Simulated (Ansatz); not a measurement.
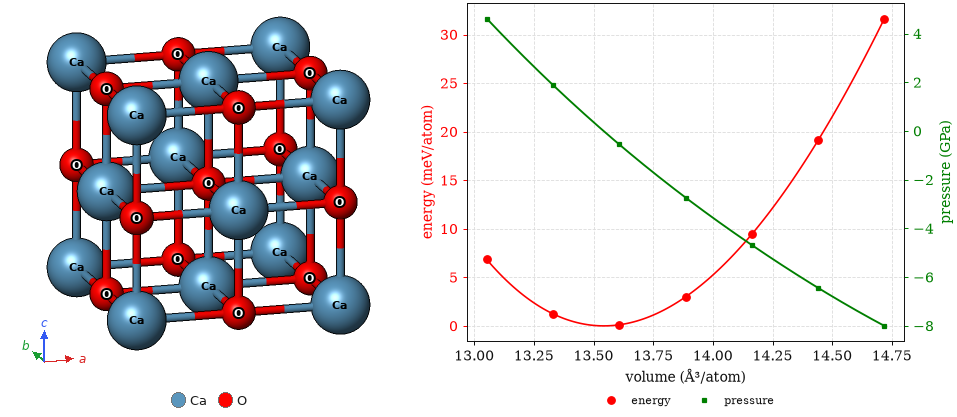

Plotted: energy and pressure against volume for CaO, space group Fm-3m (No. 225). The conventional cell is drawn beside the plot.

Cell as given: a = 3.399 Å, b = 3.399 Å, c = 3.399 Å, α = 60.00°, β = 60.00°, γ = 60.00°; 2 atoms.

Calculation (Ansatz 0.2.0): all-electron LAPW DFT, no spin polarisation; energies at scaled volumes of the given cell, shape and fractions fixed, counted from the fit's minimum, third-order Birch-Murnaghan fit. Level: PBEsol.

- k mesh: 10×10×10
- occupations: Fermi–Dirac
- smearing width: 0.05 eV
- potentials: all electron LAPW, scalar relativistic
- program settings: basis error eV/atom 0.001

The numbers behind the figure:

```json
{"volume (Å³/atom)": "13.05", "energy (meV/atom)": "6.84", "pressure (GPa)": "4.62"}
{"volume (Å³/atom)": "13.33", "energy (meV/atom)": "1.24", "pressure (GPa)": "1.89"}
{"volume (Å³/atom)": "13.61", "energy (meV/atom)": "0.11", "pressure (GPa)": "-0.55"}
{"volume (Å³/atom)": "13.89", "energy (meV/atom)": "2.98", "pressure (GPa)": "-2.73"}
{"volume (Å³/atom)": "14.16", "energy (meV/atom)": "9.44", "pressure (GPa)": "-4.68"}
{"volume (Å³/atom)": "14.44", "energy (meV/atom)": "19.11", "pressure (GPa)": "-6.44"}
{"volume (Å³/atom)": "14.72", "energy (meV/atom)": "31.65", "pressure (GPa)": "-8.00"}
```
